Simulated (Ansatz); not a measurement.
**Ta8N: geometry relaxation (part 1 of 3)**

- system: Ta8N (slab, 18 atoms in the cell)
- method: DFT PBE+D3(BJ), scalar-relativistic, plane waves, PAW, no spin polarisation (Ansatz 0.2.0)

The structure derives from an entry of the Crystallography Open Database. The input holds or restrains some coordinates. Forces given for the steps count only the free coordinates. It belongs to a series of runs on one base structure; here: 1 N2 a cell, flat, over a Ta atom of a lower plane. Figures and captions count atoms from 1; the log counts them from 0 in places.

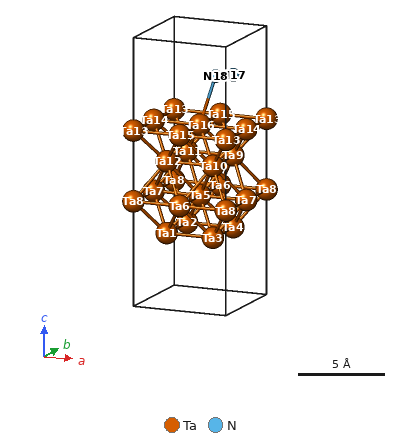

Fig. 1: The input geometry (ball-and-stick view of the cell of the calculation, with the vacuum cut short, seen slightly off an axis; atoms are numbered from 1 in the order of the input). An atom can appear more than once, as a periodic image.

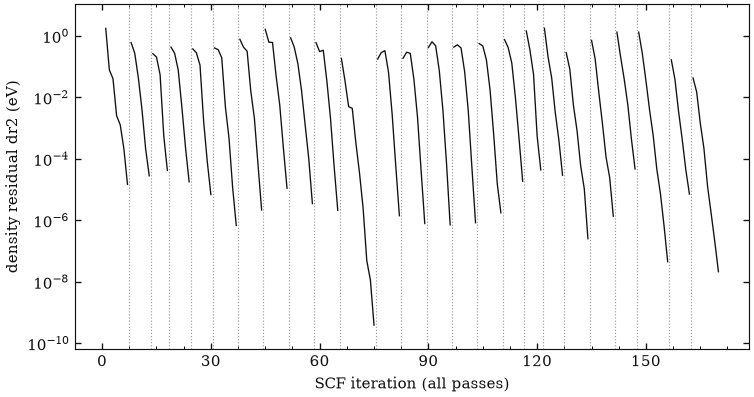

Fig. 2: Convergence of the self-consistent field: density residual dr2 against the SCF iteration. The dotted lines part the SCF passes of the relaxation: geometry steps, rejected trials and re-solves on a re-selected basis. The 25 passes take 5 to 10 iterations each, 170 in all.

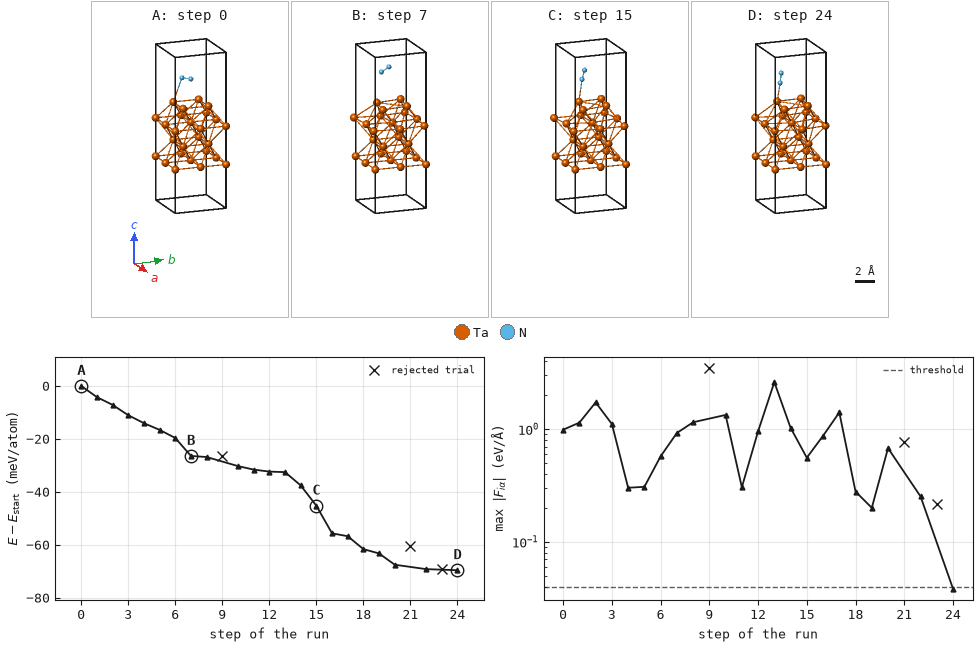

Fig. 3: Frames of the restrained relaxation (ball-and-stick view of the cell of the calculation, with the vacuum cut short (origin shifted), seen slightly off an axis) above the curves, on which the letters mark them (the first geometry is step 0 here and step 1 in the log).

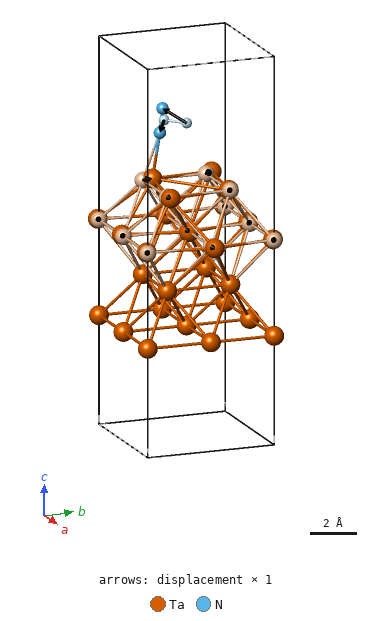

Fig. 4: Start (faint) and end (solid) with the displacements as black arrows, at true length (ball-and-stick view of the cell of the calculation, with the vacuum cut short (origin shifted), seen slightly off an axis). The atom that moves furthest is N17 (1.28 Å). By element the largest moves are N 1.28 Å, Ta 0.52 Å. The cell doesn't change. Among the contacts that change: Ta16–N18 2.990 → 2.141 Å, Ta14–Ta15 4.182 → 3.460 Å, Ta13–Ta16 4.182 → 3.562 Å, Ta12–Ta16 2.912 → 3.479 Å. Among the angles that change: Ta16–N18–N17 109.3° → 177.0°. After 24 geometry steps the energy has fallen by 69.6 meV per atom. The largest force component goes from 0.99 to 0.038 eV/Å. The line search rejected the trial steps at points 9, 21, 23 (counted from 0) and went back. (Atoms are counted from 1 in the order of the input.)

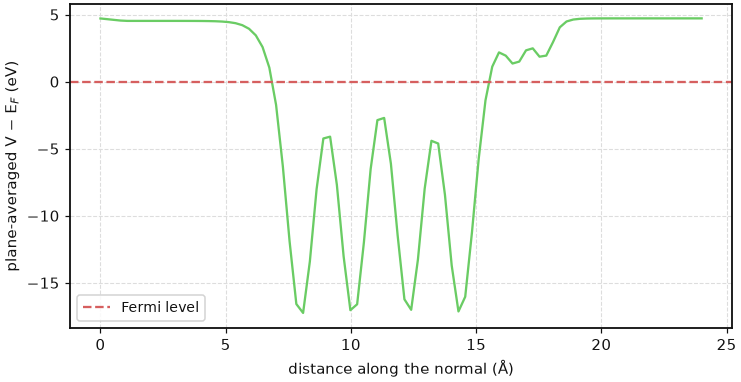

Fig. 5: Plane average of the electrostatic potential energy of an electron across the cell, from the Fermi level. The vacuum level lies 4.72 eV above the Fermi level on the upper side and 4.53 eV on the lower.

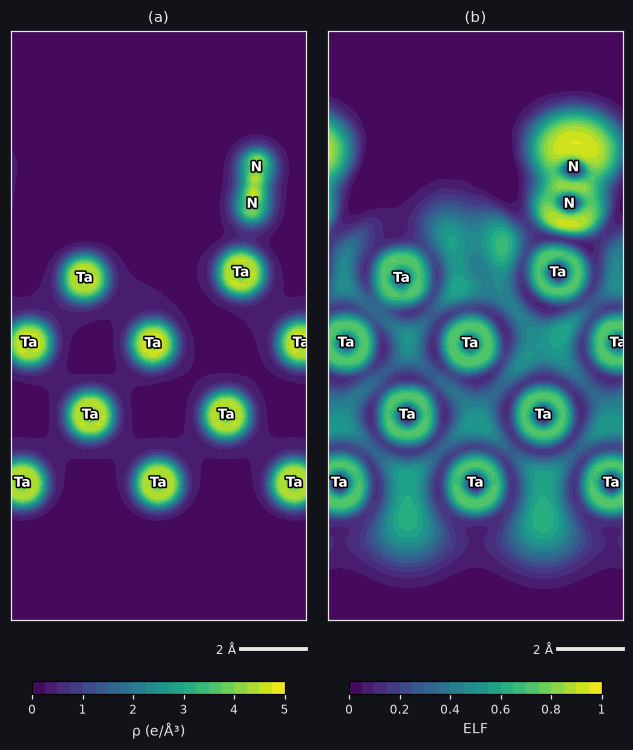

Fig. 6: (a) valence pseudo-density; (b) electron localisation function on the (11̄0) plane of the calculation cell, a cut from vacuum to vacuum. N–N (1.13 Å): the density is about 4.2 e/Å³ at the midpoint; the ELF peaks at about 0.85 between the atoms (inside overlapping PAW spheres, so only a guide); a double or triple bond. Ta–N (2.14 Å): the density is about 0.58 e/Å³ at the midpoint; the ELF peaks at about 0.90 in the valence shell of N, 0.6 Å from its nucleus, and drops to about 0.10 between the two atoms (no shared pair; the contact is polar). Ta–Ta (2.66 Å): the density is about 0.44 e/Å³ at the midpoint; the ELF is about 0.35 at the midpoint (no localised pair between them). Ta–Ta (2.85 Å): the density is about 0.32 e/Å³ at the midpoint; the ELF is about 0.30 at the midpoint (no localised pair between them). Ta–Ta (2.91 Å): ρ is about 0.29 e/Å³ halfway; the ELF is about 0.30 at the midpoint (no localised pair between them). The density dies away to nearly zero in the vacuum. The strong features right at Ta lie inside the PAW spheres (semicore, d or f shells) and say nothing about bonding. The fields are those of the smooth PAW valence density.

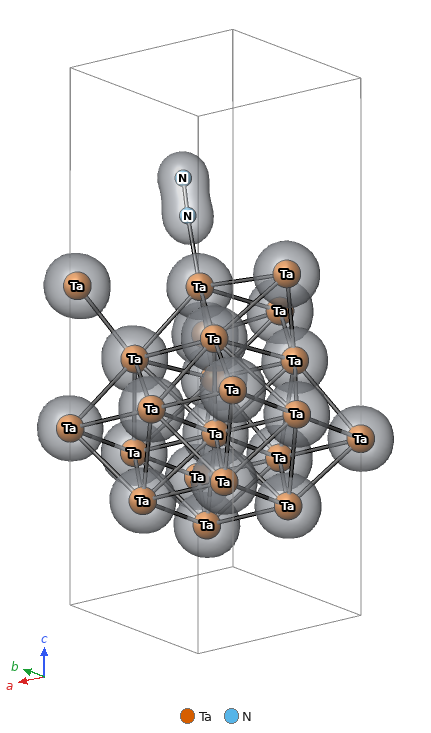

Fig. 7: Isosurface of the valence pseudo-density at 0.8 e/Å³ (grey), seen at an oblique angle. Sticks mark near contacts. At this value the density breaks into separate islands; it holds about 65 % of the electrons treated as valence (semicore included). It is pinched off along the Ta–N (2.14 Å), Ta–Ta (2.66 Å) and Ta–Ta (2.74 Å) contacts. On the grid the lowest density along these lines, outside the cores, is 4.2 e/Å³ (N–N, 1.13 Å), 0.57 e/Å³ (Ta–N, 2.14 Å), 0.44 e/Å³ (Ta–Ta, 2.66 Å) and 0.38 e/Å³ (Ta–Ta, 2.74 Å).

The input that produced these results follows, with the program's output.

Input file
```yaml
crystal:
  lattice:
    - [5.9136804077, 0.0, 0.0]
    - [0.0, 5.9136804077, 0.0]
    - [0.0, 0.0, 24.272405277]
  atoms:
    - { symbol: Ta, position: [0.25, 0.25, 0.3295923872] }
    - { symbol: Ta, position: [0.25, 0.75, 0.3295923872] }
    - { symbol: Ta, position: [0.75, 0.25, 0.3295923872] }
    - { symbol: Ta, position: [0.75, 0.75, 0.3295923872] }
    - { symbol: Ta, position: [0.5, 0.5, 0.4157314301] }
    - { symbol: Ta, position: [0.5, 0.0, 0.4157314301] }
    - { symbol: Ta, position: [0.0, 0.5, 0.4157314301] }
    - { symbol: Ta, position: [0.0, 0.0, 0.4157314301] }
    - { symbol: Ta, position: [0.75, 0.75, 0.5076605309] }
    - { symbol: Ta, position: [0.75, 0.25, 0.5076605309] }
    - { symbol: Ta, position: [0.25, 0.75, 0.5076605309] }
    - { symbol: Ta, position: [0.25, 0.25, 0.5076605309] }
    - { symbol: Ta, position: [0.0, 0.0, 0.5911574277] }
    - { symbol: Ta, position: [0.0, 0.5, 0.5911574277] }
    - { symbol: Ta, position: [0.5, 0.0, 0.5911574277] }
    - { symbol: Ta, position: [0.5, 0.5, 0.5911574277] }
    - { symbol: "N", position: [0.75, 0.75, 0.7073387443] }
    - { symbol: "N", position: [0.6122515222, 0.6250064731, 0.7073387443] }
basis:
  ecutwfc: 420
kpoints:
  mp_grid: { grid: [3, 3, 1] }
hamiltonian:
  xc: pbe
  dispersion: d3bj
scf:
  occupations: { method: gaussian, width: 0.1 }
output:
  forces: true
  eigenvalues: true
  write_density: true
  write_potential: true
  elf: true
  volumetric_format: npy
relax:
  adjacent_minimum: "off"
  f_tol: 0.04
  max_steps: 100
  constraints: [{ sites: [0, 1, 2, 3, 4, 5, 6, 7] }]
efield:
  axis: 3
  dipole_correction: true
  ramp_width: 0.04
```

Run as:
```bash
ansatz run input.yaml --threads 4 --pin off --max-ram 12288MiB --backend cpu --events-out ev --progress --plain --runs-dir out
```

Output
```
Engine: ansatz 0.2.0, x86_64-unknown-linux-gnu
Pseudopotentials: kind: paw
Pseudopotential: Ta, paw, valence charge 13, recommended cutoff 420 eV (normal), Ta.paw.azcp
Pseudopotential: N, paw, valence charge 5, recommended cutoff 420 eV (normal), N.paw.azcp
Functional definition: PBE
  parameter kappa = 0.804
  parameter beta = 0.06672455060314922
  exchange = pbe_x(kappa = kappa, mu = beta*pi^2/3)
  correlation = pbe_c(beta = beta)
Crystal: 18 atoms, lattice volume = 848.845 Å³
Basis set: ecut = 420 eV, 16493 PW (Γ), exchange–correlation on 80×80×360 points (8 copies of the dense FFT grid, shifted against one another)
Bands: 131, of which v1, the nominal top of the filled ones, is band 109 counted from 1 (108 counted from 0)
Symmetry: 1 space group operations
Space group: P1 (ITA 1), of the structure as read, at distance tolerance 9.5e-5 Å
k-points: 5 of 9 (time reversal used)
Non-local potential: Ta, projectors of the file, l = 0: 3, l = 1: 2, l = 2: 2, l = 3: 1
Non-local potential: N, projectors of the file, l = 0: 2, l = 1: 2, l = 2: 1
PAW form: soft (Blöchl's): semilocal exchange-correlation on the pseudo side does not see the compensation charge
PAW one-centre angular grid: Ta, 590 points (default); XC on 64 Gauss nodes
PAW one-centre angular grid: N, 110 points (default); XC on 64 Gauss nodes
Initial density: superposition of atomic densities (neutral atoms: chi_scale 0, normalization atom), corrected by the library's trained network
Initial wavefunctions: pseudopotential atomic-orbital guess
Functional: x = pbe(κ = 0.804, μ = 0.2195149727645171), c = pbe(β = 0.06672455060314922)
SCF iter   1: F=—  HF=-159677.247993 eV  |F-HF|=—  |Δ(HF+E_count)|=         —  Δρ=5.88e-3  dr2=1.75e0  ethr=1.77e-3  p=-0.097 e·Å  D=-2.07e-2 V/Å  ΔV_dip=0.50 eV  dr2_dipole=1.08e0  V_vac-E_F(+/−)=4.60/4.10 eV  ⟨swp⟩=9.8  Hψ=2832  notcnv=0
efield: sawtooth ramp at fractional position 0.9985 (placed from the atoms, in the widest stretch of the axis that holds none; the zero of the levels goes with the place), width 0.0400; the density the first Hamiltonian is built on has a dipole p = -0.097 e·Å; the dipole correction subtracts the counter field D = -2.07e-2 V/Å, which shifts the + side's vacuum level by +0.50 eV against the − side's; the planar-averaged density in the ramp window peaks in size at 5.6e-5 e/Å³
preconditioner: auto → LDOS  [metal: Δε(μ)=0.048 eV  Ē_g=3.767 eV  σ=0.100 eV  W_gap=0.27  n_scr=140 (ndim 8)  ℏωp=12.0 eV  f_vac=0.533  D(μ)=18.38/eV (n_scr^D=102)  β→1.0]
SCF iter   2: F=—  HF=-159677.129764 eV  |F-HF|=—  |Δ(HF+E_count)|=   1.18e-1  Δρ=2.31e-3  dr2=7.72e-2  ethr=8.01e-4  p=0.096 e·Å  D=2.06e-2 V/Å  ΔV_dip=-0.50 eV  dr2_dipole=1.10e-3  V_vac-E_F(+/−)=4.00/4.50 eV  ⟨swp⟩=3.6  Hψ=1079  notcnv=0  defer=28
SCF iter   3: F=—  HF=-159677.129508 eV  |F-HF|=—  |Δ(HF+E_count)|=   2.56e-4  Δρ=1.38e-3  dr2=4.05e-2  ethr=3.54e-5  p=0.104 e·Å  D=2.23e-2 V/Å  ΔV_dip=-0.54 eV  dr2_dipole=1.41e-4  V_vac-E_F(+/−)=3.97/4.51 eV  ⟨swp⟩=3.6  Hψ=1432  notcnv=0  defer=22
SCF iter   4: F=—  HF=-159677.123460 eV  |F-HF|=—  |Δ(HF+E_count)|=   6.05e-3  Δρ=4.68e-4  dr2=2.50e-3  ethr=1.86e-5  p=0.115 e·Å  D=2.45e-2 V/Å  ΔV_dip=-0.59 eV  dr2_dipole=1.88e-4  V_vac-E_F(+/−)=3.95/4.55 eV  ⟨swp⟩=2.0  Hψ=845  notcnv=0  defer=22
SCF iter   5: F=—  HF=-159677.123875 eV  |F-HF|=—  |Δ(HF+E_count)|=   4.15e-4  Δρ=3.71e-4  dr2=1.27e-3  ethr=1.15e-6  p=0.118 e·Å  D=2.51e-2 V/Å  ΔV_dip=-0.61 eV  dr2_dipole=5.74e-5  V_vac-E_F(+/−)=3.95/4.56 eV  ⟨swp⟩=3.0  Hψ=903  notcnv=0  defer=22
SCF iter   6: F=—  HF=-159677.123763 eV  |F-HF|=—  |Δ(HF+E_count)|=   1.12e-4  Δρ=1.42e-4  dr2=2.13e-4  ethr=5.84e-7  p=0.118 e·Å  D=2.51e-2 V/Å  ΔV_dip=-0.61 eV  dr2_dipole=1.27e-5  V_vac-E_F(+/−)=3.95/4.56 eV  ⟨swp⟩=2.0  Hψ=751  notcnv=0  defer=23
SCF iter   7: F=-159677.123754 eV  HF=-159677.123759 eV  |F-HF|=5.62e-6  |Δ(HF+E_count)|=   3.37e-6  Δρ=4.03e-5  dr2=1.47e-5  ethr=1.83e-8  p=0.118 e·Å  D=2.52e-2 V/Å  ΔV_dip=-0.61 eV  dr2_dipole=4.70e-7  V_vac-E_F(+/−)=3.95/4.56 eV  ⟨swp⟩=26.4  Hψ=7080  notcnv=0
SCF 1 converged in 7 iterations: F = -159677.123754 eV  dr2 = 1.47e-5
  greatest PAW one-centre occupation: 0.999 electrons in one spin orbital (limit 2), on the Ta atom at site 14 (counted from 0), in its partial waves of l = 0
relax step   1: F+E_penalty+E_count = -159677.12375355 eV  Δ(F+E_penalty+E_count) = +0.000e0 eV  max|allowed force component| = 9.884e-1 eV/Å  Δτ_max = 0.0000 Å  (7 SCF iters, dr2 threshold 4.00e-5 eV, accepted)
Initial density: handed on by an earlier stage of this run
Initial wavefunctions: those handed on with the density
iter 1 solved again at ethr=2.75e-4 eV; its pass at ethr=3.10e-3 eV (dr2=6.00e-1 eV) is discarded
```
